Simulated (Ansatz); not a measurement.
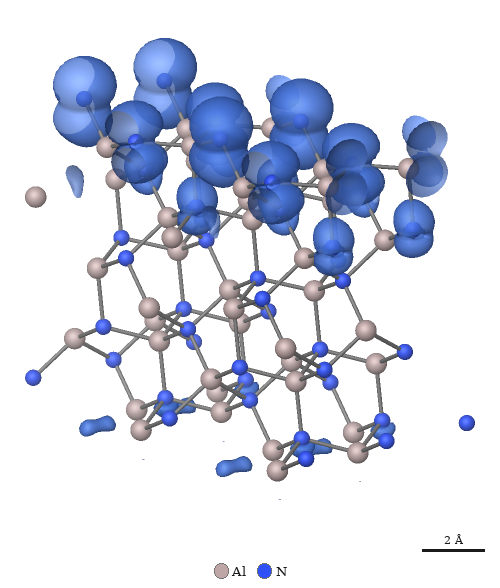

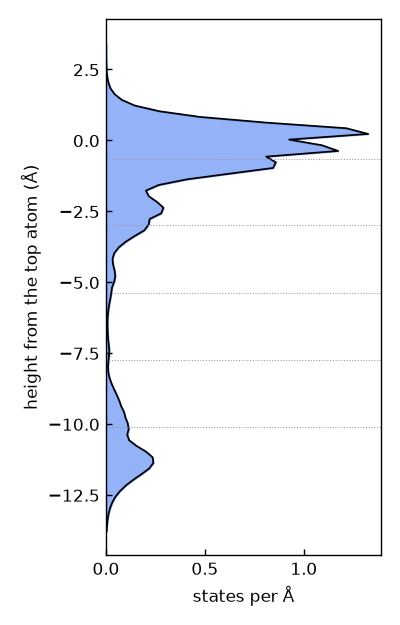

Density of all states between −0.25 and 0.00 eV (zero: the Fermi level) of AlN(101) (P6_3mc bulk, 5 atomic planes (those closer than 0.6 Å count as one), 11 Å, AlN-terminated): blue isosurface at 3.3 × 10⁻² e/Å³, seen from the side, tilted, and the full density summed over planes, the part near the nuclei included (dotted lines mark the atomic planes).

The first picture shows the smooth PAW orbitals' density alone, which lacks about 14 % of these states' charge, near the nuclei; the shares below count all of it.

Level of theory: DFT PBE, scalar-relativistic, plane waves, PAW in Ansatz. Cutoff 420 eV, 20 × 11 k-points, Gaussian smearing 0.05 eV, dipole correction. The slab is a cut without reconstruction beyond its cell, at the source's lattice constants, with its lower half held fixed and the rest relaxed. No spin polarisation. The run couldn't confirm all of its levels under its output density. The run warns that the functional's potential is rough in the thin density of the vacuum, where the tip is; weak contrasts and barriers may feel it.

Where in the slab do these states sit?

The window holds 3.3 states per cell. Shares by plane (space cut midway between planes), top to bottom: Al2N2 69 %, Al2N2 12 %, Al2N2 2 %, Al2N2 1 %, Al2N2 15 %; the outer planes' shares include the vacuum, and density in a gap between layers is shared out between the planes on either side. These are mostly states of the top face.
